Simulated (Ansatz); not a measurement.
**Single-point calculation of FeCo3 (part 1 of 2)**

- system: FeCo3 (Pm-3m, 8 atoms in the cell)
- method: DFT PBEsol, scalar-relativistic, plane waves, PAW, spin-polarised (Ansatz 0.2.0)

The structure derives from a Materials Project entry. It belongs to a series of runs on one base structure; here: antiferromagnetic, doubled cell, propagation vector (0, 1/2, 1/2). Figures and captions count atoms from 1; the log counts them from 0 in places.

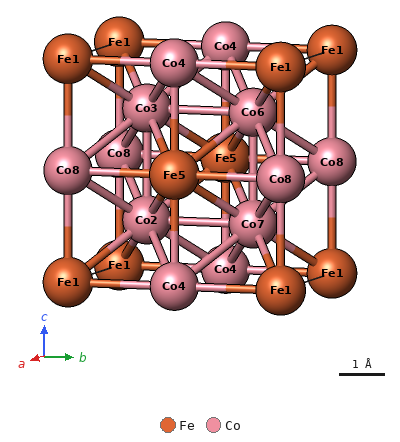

**Figure 1.** The structure (ball-and-stick view of the reduced cell, seen slightly off an axis; atoms are numbered from 1 in the order of the input). An atom can appear more than once, as a periodic image.

Results in brief

```json
{"quantity": "outcome", "value": "converged"}
{"quantity": "space group (tolerance 0.01 Å)", "value": "Pm-3m (221)"}
{"quantity": "electrons treated", "value": "134"}
{"quantity": "free energy", "value": "−39454.4341 eV"}
{"quantity": "Fermi energy", "value": "18.319 eV"}
{"quantity": "gap on the k-point mesh", "value": "none (metallic)"}
{"quantity": "net moment of the cell", "value": "0.00 μB"}
{"quantity": "integrated absolute moment", "value": "9.60 μB"}
{"quantity": "pressure", "value": "−17.09 GPa"}
{"quantity": "largest force (length of the vector)", "value": "0.158 eV/Å"}
{"quantity": "hardware", "value": "1 thread of Arm Neoverse V1, 24 GiB of memory available, shared host"}
{"quantity": "wall time", "value": "7.7 min"}
{"quantity": "peak memory", "value": "1.5 GiB"}
```

Notes

The cell is under a tension of 17.1 GPa at this level, so it is not at its equilibrium volume.

Input
```yaml
crystal:
  lattice:
    - [3.53570262, 0.0, 0.0]
    - [0.0, 3.53570262, 3.53570262]
    - [0.0, 0.0, 7.07140524]
  atoms:
    - { symbol: Fe, position: [0.0, 0.0, 0.0], spin: 4.0 }
    - { symbol: Co, position: [0.5, 0.5, 0.75], spin: 3.0 }
    - { symbol: Co, position: [0.5, 0.0, 0.25], spin: 3.0 }
    - { symbol: Co, position: [0.0, 0.5, 0.0], spin: 3.0 }
    - { symbol: Fe, position: [0.0, 0.0, 0.5], spin: -4.0 }
    - { symbol: Co, position: [0.5, 0.5, 0.25], spin: -3.0 }
    - { symbol: Co, position: [0.5, 0.0, 0.75], spin: -3.0 }
    - { symbol: Co, position: [0.0, 0.5, 0.5], spin: -3.0 }
basis:
  ecutwfc: 420
kpoints:
  mp_grid: { grid: [12, 12, 6] }
hamiltonian:
  xc: pbesol
scf:
  occupations: { method: gaussian, width: 0.1 }
  lower_state_search: "off"
output:
  forces: true
  stress: true
  eigenvalues: true
  populations: true
magnetization:
  spin_polarized: true
```

Run as:
```bash
ansatz run input.yaml --threads 1 --pin off --max-ram 2560MiB --backend cpu --events-out ev --progress --plain --runs-dir out
```

Output
```
Engine: ansatz 0.2.0, aarch64-unknown-linux-gnu
Pseudopotentials: kind: paw
Pseudopotential: Fe, paw, valence charge 16, recommended cutoff 420 eV (normal), Fe.paw.azcp
Pseudopotential: Co, paw, valence charge 17, recommended cutoff 420 eV (normal), Co.paw.azcp
Functional definition: PBEsol
  exchange = pbesol_x
  correlation = pbesol_c
Crystal: 8 atoms, lattice volume = 88.401 Å³
Basis set: ecut = 420 eV, 1719 PW (Γ), exchange–correlation on 48×72×96 points (8 copies of the dense FFT grid, shifted against one another)
Bands: 96, of which v1, the nominal top of the filled ones, is band 67 counted from 1 (66 counted from 0)
Symmetry: 4 space group operations
Space group: Pmm2 (ITA 25), of the structure as read, at distance tolerance 4.5e-5 Å
Magnetic group: BNS 25.64 (UNI 162), of the structure as read, at distance tolerance 4.5e-5 Å
k-points: 175 of 864 (time reversal used)
Non-local potential: Fe, projectors of the file, l = 0: 3, l = 1: 2, l = 2: 3, l = 3: 1
Non-local potential: Co, projectors of the file, l = 0: 3, l = 1: 2, l = 2: 3, l = 3: 1
PAW form: soft (Blöchl's): semilocal exchange-correlation on the pseudo side does not see the compensation charge
PAW frozen core: Fe, regenerated for the run's functional, and the local potential with it (the file was generated under x = pbe(κ = 0.804, μ = 0.2195149727645171), c = pbe(β = 0.06672455060314922))
PAW frozen core: Co, regenerated for the run's functional, and the local potential with it (the file was generated under x = pbe(κ = 0.804, μ = 0.2195149727645171), c = pbe(β = 0.06672455060314922))
PAW one-centre angular grid: Fe, 590 points (default); XC on 64 Gauss nodes
PAW one-centre angular grid: Co, 590 points (default); XC on 64 Gauss nodes
Initial density: superposition of atomic densities (chi_scale 0.1, normalization cell)
Starting moments: Σ|m| = 26 μB on 8 of 8 sites
Starting magnetic order: antiferromagnet; a translation exchanges its spin sublattices: spin-degenerate at every k-point
Initial wavefunctions: pseudopotential atomic-orbital guess
Functional: x = pbesol(κ = 0.804, μ = 0.12345679012345678), c = pbesol(β = 0.046)
SCF iter   1: F=—  HF=-39452.213441 eV  |F-HF|=—  |Δ(HF+E_count)|=         —  Δρ=1.33e-1 (↑1.33e-1 ↓1.33e-1)  dr2=4.85e0  dr2_m=1.28e1  M=0.000 μB ∫|m|=16.886 μB  β_m=0.30  ethr=3.10e-3  ⟨swp⟩=4.4  Hψ=53458  notcnv=0  defer=1260
Mixer restart at iter 1: flushing history
preconditioner: auto → Kerker (q_TF=auto, 2.924 Å⁻¹)  [metal: Δε(μ)=0.001 eV  Ē_g=10.546 eV  σ=0.100 eV  W_gap=0.01  n_scr=38 (ndim 8)  ℏωp=33.0 eV  f_vac=0.000  D(μ)=10.51/eV (n_scr^D=160)]
spin=Collinear: Kerker preconditioning applied to the charge; magnetization (m = ρ↑ − ρ↓) channel mixes plain (no charge-response kernel on spin).
spin-set hold released at iteration 1 (the charge has settled, or the pull on large starting moments outlasts its swing): the magnetisation degrees of freedom join the quasi-Newton model from the next iteration; the mixer history was flushed
SCF iter   2: F=—  HF=-39452.670533 eV  |F-HF|=—  |Δ(HF+E_count)|=   4.57e-1  Δρ=9.71e-2 (↑9.71e-2 ↓9.71e-2)  dr2=1.90e0  dr2_m=7.00e0  M=0.000 μB ∫|m|=16.320 μB  β_m=0.57  ethr=3.10e-3  ⟨swp⟩=2.0  Hψ=21068  notcnv=0  defer=3311
SCF iter   3: F=—  HF=-39455.855426 eV  |F-HF|=—  |Δ(HF+E_count)|=    3.18e0  Δρ=1.61e-1 (↑1.61e-1 ↓1.61e-1)  dr2=4.90e1  dr2_m=8.86e0  M=0.000 μB ∫|m|=13.874 μB  β_m=0.37  ethr=1.42e-3  ⟨swp⟩=3.2  Hψ=25629  notcnv=0  defer=3298  recentre
SCF iter   4: F=—  HF=-39454.654084 eV  |F-HF|=—  |Δ(HF+E_count)|=    1.20e0  Δρ=9.54e-2 (↑9.54e-2 ↓9.54e-2)  dr2=1.46e1  dr2_m=3.02e0  M=0.000 μB ∫|m|=14.124 μB  β_m=0.42  ethr=1.42e-3  ⟨swp⟩=3.0  Hψ=34836  notcnv=0  defer=3305
SCF iter   5: F=—  HF=-39455.456433 eV  |F-HF|=—  |Δ(HF+E_count)|=   8.02e-1  Δρ=1.15e-1 (↑1.15e-1 ↓1.15e-1)  dr2=3.37e1  dr2_m=1.68e0  M=0.000 μB ∫|m|=11.699 μB  β_m=0.28  ethr=1.42e-3  ⟨swp⟩=3.5  Hψ=26933  notcnv=0  defer=3304
SCF iter   6: F=—  HF=-39454.419264 eV  |F-HF|=—  |Δ(HF+E_count)|=    1.04e0  Δρ=2.21e-2 (↑2.21e-2 ↓2.21e-2)  dr2=8.08e-1  dr2_m=1.66e-1  M=0.000 μB ∫|m|=11.217 μB  β_m=0.51  ethr=1.42e-3  ⟨swp⟩=2.1  Hψ=21115  notcnv=0  defer=3251
SCF iter   7: F=—  HF=-39454.411018 eV  |F-HF|=—  |Δ(HF+E_count)|=   8.25e-3  Δρ=1.97e-2 (↑1.97e-2 ↓1.97e-2)  dr2=5.61e-1  dr2_m=1.60e-1  M=0.000 μB ∫|m|=10.979 μB  β_m=0.75  ethr=6.03e-4  ⟨swp⟩=2.0  Hψ=15365  notcnv=0  defer=3251
SCF iter   8: F=—  HF=-39454.415056 eV  |F-HF|=—  |Δ(HF+E_count)|=   4.04e-3  Δρ=8.00e-3 (↑8.00e-3 ↓8.00e-3)  dr2=4.35e-2  dr2_m=3.53e-2  M=0.000 μB ∫|m|=10.829 μB  β_m=0.82  ethr=4.18e-4  ⟨swp⟩=2.1  Hψ=20370  notcnv=0  defer=3251
SCF iter   9: F=—  HF=-39454.420446 eV  |F-HF|=—  |Δ(HF+E_count)|=   5.39e-3  Δρ=5.35e-3 (↑5.35e-3 ↓5.35e-3)  dr2=2.45e-2  dr2_m=1.54e-2  M=0.000 μB ∫|m|=10.573 μB  β_m=0.72  ethr=3.24e-5  ⟨swp⟩=2.0  Hψ=19454  notcnv=0  defer=3249
SCF iter  10: F=—  HF=-39454.428139 eV  |F-HF|=—  |Δ(HF+E_count)|=   7.69e-3  Δρ=5.14e-3 (↑5.14e-3 ↓5.14e-3)  dr2=2.38e-2  dr2_m=1.35e-2  M=0.000 μB ∫|m|=10.166 μB  β_m=0.95  ethr=1.83e-5  ⟨swp⟩=2.0  Hψ=21491  notcnv=0  defer=3242
SCF iter  11: F=—  HF=-39454.433967 eV  |F-HF|=—  |Δ(HF+E_count)|=   5.83e-3  Δρ=7.69e-3 (↑7.69e-3 ↓7.69e-3)  dr2=1.21e-1  dr2_m=1.61e-2  M=0.000 μB ∫|m|=10.075 μB  β_m=0.96  ethr=1.77e-5  ⟨swp⟩=1.2  Hψ=17545  notcnv=0  defer=3224  recentre
SCF iter  12: F=—  HF=-39454.434591 eV  |F-HF|=—  |Δ(HF+E_count)|=   6.23e-4  Δρ=4.82e-3 (↑4.82e-3 ↓4.82e-3)  dr2=6.31e-2  dr2_m=3.62e-3  M=0.000 μB ∫|m|=9.935 μB  β_m=0.92  ethr=1.77e-5  ⟨swp⟩=2.0  Hψ=21290  notcnv=0  defer=3226
SCF iter  13: F=—  HF=-39454.436085 eV  |F-HF|=—  |Δ(HF+E_count)|=   1.49e-3  Δρ=6.16e-3 (↑6.16e-3 ↓6.16e-3)  dr2=8.37e-2  dr2_m=8.59e-3  M=0.000 μB ∫|m|=9.881 μB  β_m=0.96  ethr=1.77e-5  ⟨swp⟩=2.0  Hψ=20994  notcnv=0  defer=3223
SCF iter  14: F=—  HF=-39454.437830 eV  |F-HF|=—  |Δ(HF+E_count)|=   1.75e-3  Δρ=3.61e-3 (↑3.61e-3 ↓3.61e-3)  dr2=2.88e-2  dr2_m=1.04e-3  M=0.000 μB ∫|m|=9.836 μB  β_m=0.77  ethr=1.77e-5  ⟨swp⟩=2.0  Hψ=20867  notcnv=0  defer=3223
SCF iter  15: F=—  HF=-39454.437009 eV  |F-HF|=—  |Δ(HF+E_count)|=   8.21e-4  Δρ=6.55e-3 (↑6.55e-3 ↓6.55e-3)  dr2=9.50e-2  dr2_m=9.08e-3  M=0.000 μB ∫|m|=9.755 μB  β_m=0.28  ethr=1.77e-5  ⟨swp⟩=2.0  Hψ=22656  notcnv=0  defer=3223  recentre
SCF iter  16: F=—  HF=-39454.434891 eV  |F-HF|=—  |Δ(HF+E_count)|=   2.12e-3  Δρ=2.16e-3 (↑2.16e-3 ↓2.16e-3)  dr2=9.71e-3  dr2_m=6.56e-4  M=0.000 μB ∫|m|=9.823 μB  β_m=0.71  ethr=1.77e-5  ⟨swp⟩=2.0  Hψ=21639  notcnv=0  defer=3227
SCF iter  17: F=—  HF=-39454.434187 eV  |F-HF|=—  |Δ(HF+E_count)|=   7.05e-4  Δρ=1.28e-3 (↑1.28e-3 ↓1.28e-3)  dr2=4.28e-3  dr2_m=1.22e-4  M=0.000 μB ∫|m|=9.719 μB  β_m=0.85  ethr=7.25e-6  ⟨swp⟩=2.0  Hψ=20205  notcnv=0  defer=3223
SCF iter  18: F=—  HF=-39454.434101 eV  |F-HF|=—  |Δ(HF+E_count)|=   8.57e-5  Δρ=5.17e-4 (↑5.17e-4 ↓5.17e-4)  dr2=5.83e-4  dr2_m=4.88e-5  M=0.000 μB ∫|m|=9.658 μB  β_m=0.93  ethr=3.19e-6  ⟨swp⟩=1.5  Hψ=15936  notcnv=0  defer=3224
SCF iter  19: F=—  HF=-39454.434115 eV  |F-HF|=—  |Δ(HF+E_count)|=   1.39e-5  Δρ=2.42e-4 (↑2.42e-4 ↓2.42e-4)  dr2=1.36e-4  dr2_m=6.55e-6  M=0.000 μB ∫|m|=9.611 μB  β_m=0.87  ethr=4.35e-7  ⟨swp⟩=2.0  Hψ=18279  notcnv=0  defer=3224
SCF iter  20: F=—  HF=-39454.434110 eV  |F-HF|=—  |Δ(HF+E_count)|=   5.33e-6  Δρ=1.90e-4 (↑1.90e-4 ↓1.90e-4)  dr2=8.29e-5  dr2_m=7.32e-6  M=0.000 μB ∫|m|=9.595 μB  β_m=0.88  ethr=1.01e-7  ⟨swp⟩=1.7  Hψ=15673  notcnv=0  defer=3224
SCF iter  21: F=—  HF=-39454.434111 eV  |F-HF|=—  |Δ(HF+E_count)|=   1.41e-6  Δρ=3.87e-4 (↑3.87e-4 ↓3.87e-4)  dr2=3.74e-4  dr2_m=2.12e-5  M=0.000 μB ∫|m|=9.592 μB  β_m=0.88  ethr=6.19e-8  ⟨swp⟩=1.0  Hψ=13743  notcnv=0  defer=3223
SCF iter  22: F=—  HF=-39454.434112 eV  |F-HF|=—  |Δ(HF+E_count)|=   9.94e-7  Δρ=3.94e-4 (↑3.94e-4 ↓3.94e-4)  dr2=3.79e-4  dr2_m=2.21e-5  M=0.000 μB ∫|m|=9.591 μB  β_m=0.94  ethr=6.19e-8  ⟨swp⟩=1.0  Hψ=13593  notcnv=0  defer=3223
SCF iter  23: F=—  HF=-39454.434102 eV  |F-HF|=—  |Δ(HF+E_count)|=   9.64e-6  Δρ=1.94e-4 (↑1.94e-4 ↓1.94e-4)  dr2=9.45e-5  dr2_m=4.78e-6  M=0.000 μB ∫|m|=9.591 μB  β_m=0.84  ethr=6.19e-8  ⟨swp⟩=1.0  Hψ=13593  notcnv=0  defer=3223
SCF iter  24: F=—  HF=-39454.434099 eV  |F-HF|=—  |Δ(HF+E_count)|=   2.99e-6  Δρ=3.20e-5 (↑3.20e-5 ↓3.20e-5)  dr2=2.54e-6  dr2_m=8.14e-8  M=0.000 μB ∫|m|=9.594 μB  β_m=0.69  ethr=6.19e-8  ⟨swp⟩=1.0  Hψ=13596  notcnv=0  defer=3223
SCF iter  25: F=—  HF=-39454.434099 eV  |F-HF|=—  |Δ(HF+E_count)|=   8.49e-8  Δρ=2.07e-5 (↑2.07e-5 ↓2.07e-5)  dr2=1.07e-6  dr2_m=5.21e-8  M=0.000 μB ∫|m|=9.594 μB  β_m=0.85  ethr=1.89e-9  ⟨swp⟩=1.0  Hψ=13580  notcnv=0  defer=3223
SCF iter  26: F=—  HF=-39454.434099 eV  |F-HF|=—  |Δ(HF+E_count)|=   2.25e-8  Δρ=8.71e-6 (↑8.71e-6 ↓8.71e-6)  dr2=1.95e-7  dr2_m=4.43e-9  M=0.000 μB ∫|m|=9.594 μB  β_m=0.69  ethr=7.96e-10  ⟨swp⟩=1.0  Hψ=13561  notcnv=0  defer=3223
SCF iter  27: F=-39454.434099 eV  HF=-39454.434099 eV  |F-HF|=1.55e-8  |Δ(HF+E_count)|=   1.03e-8  Δρ=2.54e-6 (↑2.54e-6 ↓2.54e-6)  dr2=1.64e-8  dr2_m=1.23e-9  M=0.000 μB ∫|m|=9.594 μB  ethr=7.46e-11  ⟨swp⟩=9.3  Hψ=79315  notcnv=0
SCF 1 converged in 27 iterations: F = -39454.434099 eV  dr2 = 1.64e-8
  greatest PAW one-centre occupation: 1.001 electrons in one spin orbital (limit 2), on the Fe atom at site 4 (counted from 0), in its partial waves of l = 1
```

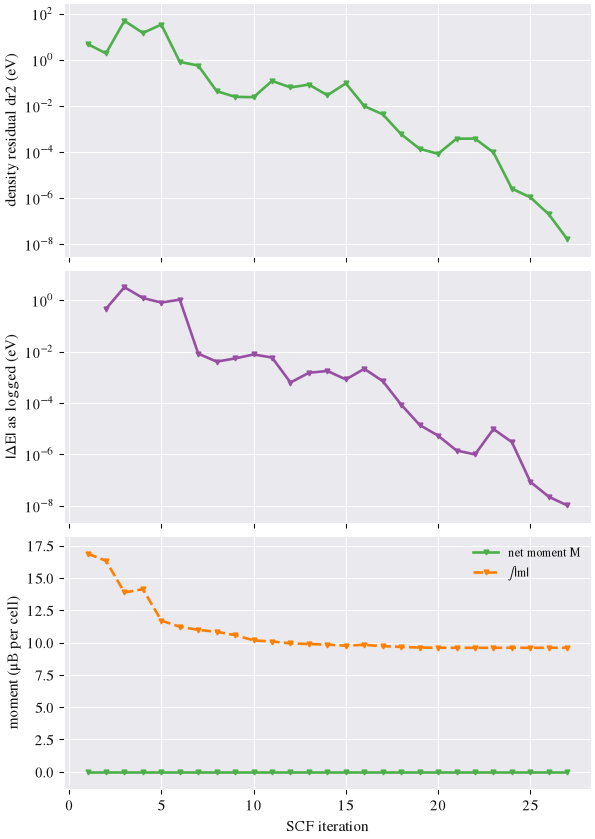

**Figure 2.** Convergence of the self-consistent field: density residual dr2, size of the energy change and magnetic moment against the SCF iteration. The residual falls unevenly and jumps up by a factor of two or more 5 times on the way down. The net moment stays at 0.0 μB per cell.
